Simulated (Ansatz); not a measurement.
System: SnO₂, space group P4_2/mnm (No. 136).

Input of the run:
```
crystal:
  lattice:
    - [4.7691164824, 0.0, 0.0]
    - [0.0, 4.7691164824, 0.0]
    - [0.0, 0.0, 3.2119769649]
  atoms:
    - { symbol: Sn, position: [0.5, 0.5, 0.5] }
    - { symbol: Sn, position: [0.0, 0.0, 0.0] }
    - { symbol: O, position: [0.1937244589, 0.8062755411, 0.5] }
    - { symbol: O, position: [0.8062755411, 0.1937244589, 0.5] }
    - { symbol: O, position: [0.3062755411, 0.3062755411, 0.0] }
    - { symbol: O, position: [0.6937244589, 0.6937244589, 0.0] }
kpoints:
  mp_grid: { grid: [4, 4, 6] }
hamiltonian:
  xc: pbesol
scf:
  occupations: { method: fixed }
phonons:
  method: dfpt
  dielectric: true
  qpoints: [[0, 0, 0]]
  rigid_motions: translations
```

Launched with:
```bash
ansatz run input.yaml --threads 4 --pin off --max-ram 6451MiB --backend cpu --events-out ev --progress --plain --runs-dir out
```

Computed with Ansatz 0.2.0: Born effective charges by linear response at the zone centre, in units of the proton charge, Cartesian axes of the given cell; DFT, PBEsol, plane waves, PAW. Level: PBEsol, no spin polarisation.

periodic directions 3; potentials PAW; wave cutoff 420 eV; k mesh 4×4×6.

What does the calculation give for the mean Born effective charge of each atom? The cases: Sn 1; Sn 2; O 1; O 2; O 3; O 4.

Sn 1 and Sn 2 share the largest size, 4.27 e, and the charges add up to 0.00 e. Sn 1 and Sn 2 are equally anisotropic; for Sn 1: its diagonal components run from 4.14 to 4.55 e. The Born charge xx, in e, is 4.138 for Sn 1, 4.138 for Sn 2, −2.069 for O 1, −2.069 for O 2, −2.069 for O 3 and −2.069 for O 4. The Born charge zz, in e, is 4.549 for Sn 1, 4.549 for Sn 2, −2.275 for O 1, −2.275 for O 2, −2.275 for O 3 and −2.275 for O 4.

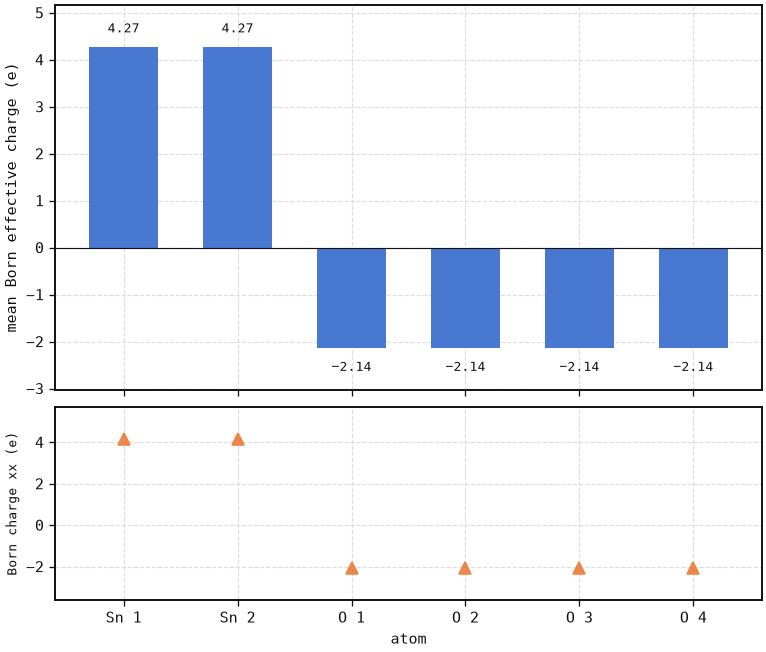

Caveats: field response not settled on the k mesh.
